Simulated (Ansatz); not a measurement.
# Calculations on Cu

### Relaxation

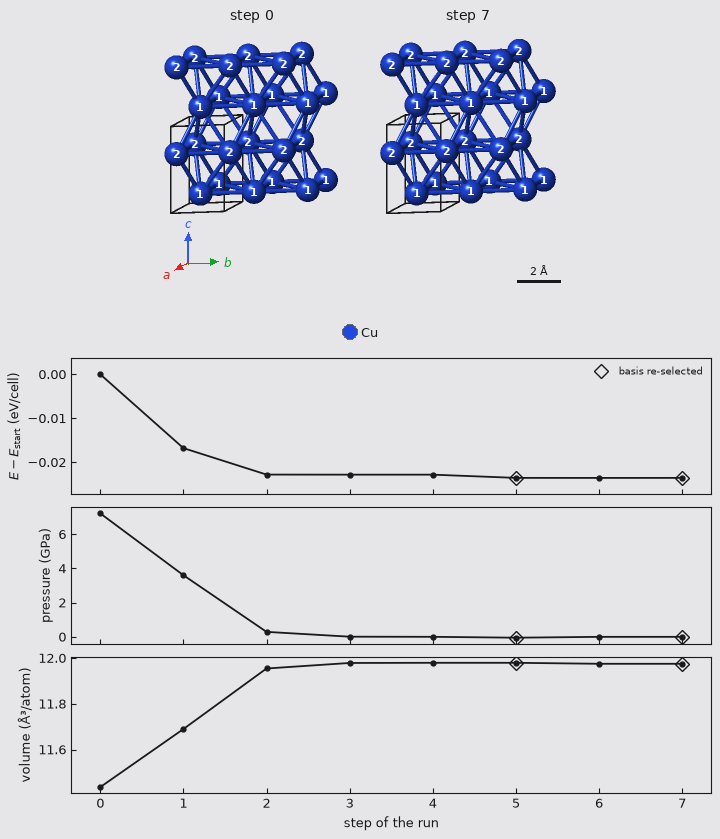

First and last geometry of a relaxation of crystalline Cu (set up in P6_3/mmc), with the history of the run. The picture is a ball-and-stick view of the cell of the calculation, repeated 2 × 3 × 2 with one cell outlined, seen slightly off an axis.

Level of theory: Ansatz, DFT PBE, scalar-relativistic, plane waves, PAW. (plane-wave cutoff 420 eV; k-point mesh 18 × 18 × 10; occupations gaussian; smearing width 0.1 eV; no spin polarisation; cell and atoms relaxed; force threshold 0.005 eV/Å; at most 80 steps)

### Read the history and describe the run.

It converged. The atoms keep their places relative to the cell (all moves are under 0.005 Å). Cell: a = b 2.534 → 2.568 Å (+1.3 %), c 4.113 → 4.194 Å (+2.0 %). Volume +4.7 %. Some distances before and after: Cu1–Cu2 2.524 → 2.568 Å, Cu1–Cu1 2.534 → 2.568 Å. The space group stays P6_3/mmc (No. 194). Over 5 accepted moves (7 points after the start) the energy falls by 23.5 meV per cell of the calculation. All forces vanish by symmetry, so only the cell relaxes. The pressure goes from 7.22 to 0.00 GPa. At 2 points the geometry stayed and the basis and grid were re-selected for the new cell (energy shift of 0.7 meV per cell of the calculation at most each time).

### Relaxation

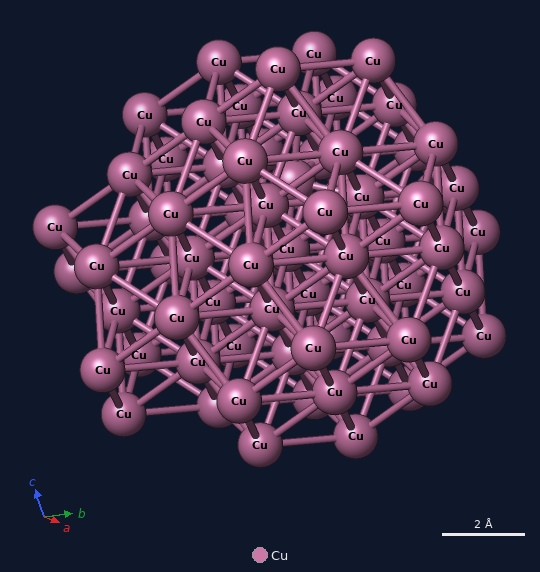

This is the input geometry for a relaxation of a defect cell of composition Cu. A ball-and-stick model of the atoms within 5.8 Å of the atom that moves most (axes of the conventional cell (2 times the calculation's cell) (origin shifted)), seen slightly off an axis. Lengths and directions refer to the drawn axes.

Case: Cu interstitial, charge +0, atoms relaxed at the host's cell.

All numbers below come from DFT PBE, scalar-relativistic, plane waves, PAW in Ansatz 0.2.0.

The input:
```yaml
crystal:
  lattice:
    - [1.2840051864, -6.6718866603, -4.1935281574]
    - [-1.2840051864, 6.6718866603, -4.1935281574]
    - [6.4200259322, 2.2239622201, 4.1935281574]
  atoms:
    - { symbol: Cu, position: [0.5416666667, 0.375, 0.1666666667] }
    - { symbol: Cu, position: [0.2916666667, 0.5, 0.0416666667] }
    - { symbol: Cu, position: [0.7916666667, 0.0, 0.0416666667] }
    - { symbol: Cu, position: [0.2916666667, 0.0, 0.5416666667] }
    - { symbol: Cu, position: [0.5416666667, 0.625, 0.4166666667] }
    - { symbol: Cu, position: [0.0416666667, 0.125, 0.4166666667] }
    - { symbol: Cu, position: [0.2916666667, 0.75, 0.2916666667] }
    - { symbol: Cu, position: [0.7916666667, 0.25, 0.2916666667] }
    - { symbol: Cu, position: [0.0416666667, 0.875, 0.1666666667] }
    - { symbol: Cu, position: [0.5416666667, 0.125, 0.9166666667] }
    - { symbol: Cu, position: [0.2916666667, 0.25, 0.7916666667] }
    - { symbol: Cu, position: [0.5416666667, 0.875, 0.6666666667] }
    - { symbol: Cu, position: [0.0416666667, 0.375, 0.6666666667] }
    - { symbol: Cu, position: [0.7916666667, 0.5, 0.5416666667] }
    - { symbol: Cu, position: [0.0416666667, 0.625, 0.9166666667] }
    - { symbol: Cu, position: [0.7916666667, 0.75, 0.7916666667] }
    - { symbol: Cu, position: [0.4583333333, 0.125, 0.3333333333] }
    - { symbol: Cu, position: [0.2083333333, 0.25, 0.2083333333] }
    - { symbol: Cu, position: [0.7083333333, 0.75, 0.2083333333] }
    - { symbol: Cu, position: [0.2083333333, 0.75, 0.7083333333] }
    - { symbol: Cu, position: [0.4583333333, 0.375, 0.5833333333] }
    - { symbol: Cu, position: [0.9583333333, 0.875, 0.5833333333] }
    - { symbol: Cu, position: [0.2083333333, 0.5, 0.4583333333] }
    - { symbol: Cu, position: [0.7083333333, 0.0, 0.4583333333] }
    - { symbol: Cu, position: [0.9583333333, 0.625, 0.3333333333] }
    - { symbol: Cu, position: [0.4583333333, 0.875, 0.0833333333] }
    - { symbol: Cu, position: [0.2083333333, 0.0, 0.9583333333] }
    - { symbol: Cu, position: [0.4583333333, 0.625, 0.8333333333] }
    - { symbol: Cu, position: [0.9583333333, 0.125, 0.8333333333] }
    - { symbol: Cu, position: [0.7083333333, 0.25, 0.7083333333] }
    - { symbol: Cu, position: [0.9583333333, 0.375, 0.0833333333] }
    - { symbol: Cu, position: [0.7083333333, 0.5, 0.9583333333] }
    - { symbol: Cu, position: [0.0, 0.0, 0.0] }
basis:
  ecutwfc: 420
  xc_grid: 2
kpoints:
  mp_grid: { grid: [4, 4, 4], shift: [0.5, 0.5, 0.5] }
hamiltonian:
  xc: pbe
scf:
  occupations: { method: gaussian, width: 0.1 }
output:
  forces: true
  stress: false
  eigenvalues: true
  write_density: true
  write_potential: true
  elf: true
  volumetric_format: npy
relax:
  adjacent_minimum: "off"
  f_tol: 0.025
  max_steps: 45
```

Command:
```bash
ansatz run input.yaml --threads 4 --pin off --max-ram 10240MiB --backend cpu --events-out ev --progress --plain --runs-dir out
```

Q: What does the optimiser find from here?

A: After 4 geometry steps the energy has fallen by 10.403 eV per cell of the calculation. The largest force component goes from 9.6 to 0.0083 eV/Å. The largest moves, 0.40 Å, are those of Cu9 and Cu29. Cu29 goes along [−1 0 −2]. The lattice vectors keep their values. Near-neighbour distances that change, for instance: Cu16–Cu29 2.568 → 3.177 Å, Cu16–Cu27 2.568 → 3.170 Å, Cu18–Cu29 2.568 → 3.071 Å, Cu18–Cu27 2.568 → 3.063 Å.

History of the run:

```tsv
step	E − E(0), meV/atom	largest force component, eV/Å
0	0.00	9.5796
1	-239.97	3.4232
2	-314.27	0.3033
3	-315.19	0.0758
4	-315.25	0.0083
```

After the run, drawn alike:

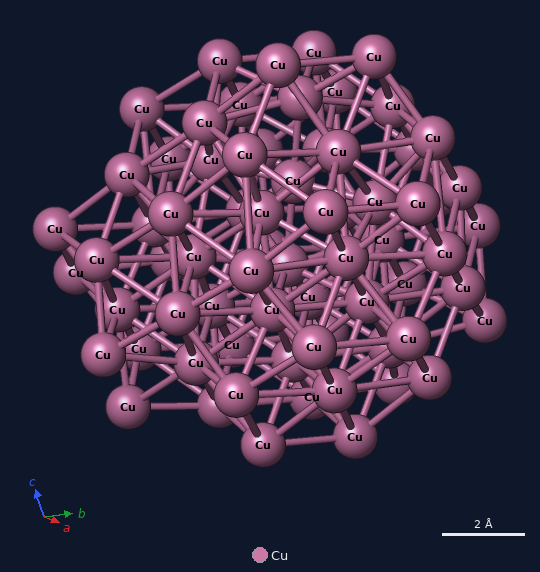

Limits of the set-up: the periodic images lie only 8.0 Å apart, so the values are limited by the cell's size.

### Scan

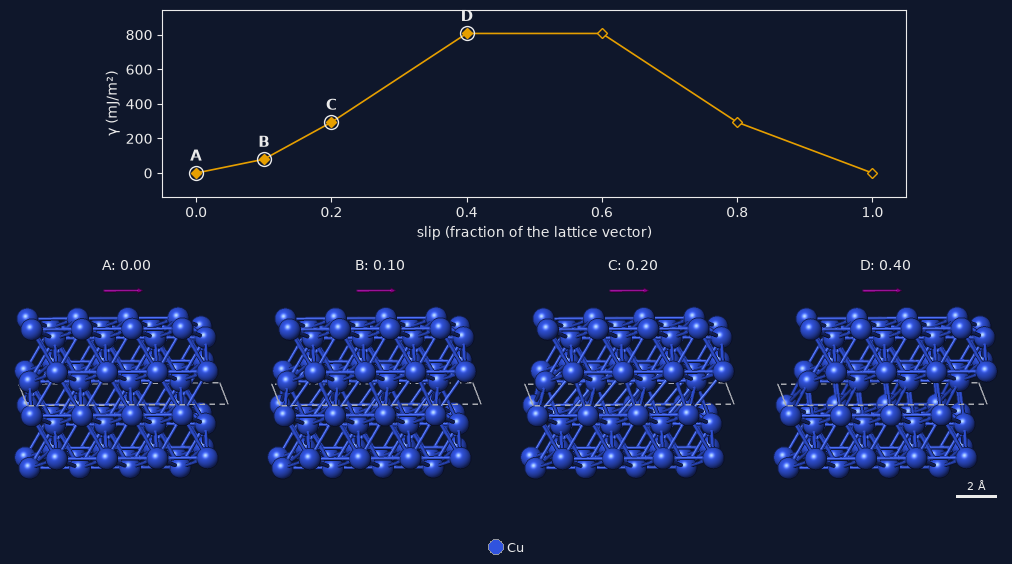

Energy scan for a crystal of Cu (P6_3/mmc), in which the crystal above a cut along the (1 0 0) plane of the conventional cell (between a plane of Cu below and one of Cu above, 1.45 Å apart) is slid rigidly by fractions of an in-plane lattice vector 2.52 Å long (a generalised stacking fault). One cut stands in each cell, which starts 8.7 Å high; nothing is relaxed, and the dashed outline marks the cut, the arrow on top the direction of slip. The lettered frames are marked on the plot. Hollow markers are points alike by symmetry, not computed again. A ball-and-stick model of the layers on both sides of the cut, seen from the side, nearly along the cut plane.

Level of theory: DFT PBEsol, scalar-relativistic, plane waves, PAW (Ansatz). Settings: plane-wave cutoff 420 eV; k-point mesh 23 × 14 × 7; occupations gaussian; smearing width 0.15 eV; no spin polarisation. Energies (free energies at the smearing named) are counted from the relaxed crystal.

### Describe the profile.

The curve starts and ends at zero, since a full lattice vector restores the crystal. Its highest computed point is 807 mJ/m² at slip 0.40 and 0.60. The points are too sparse to place its extrema closely. Relaxation across the fault would lower the values.
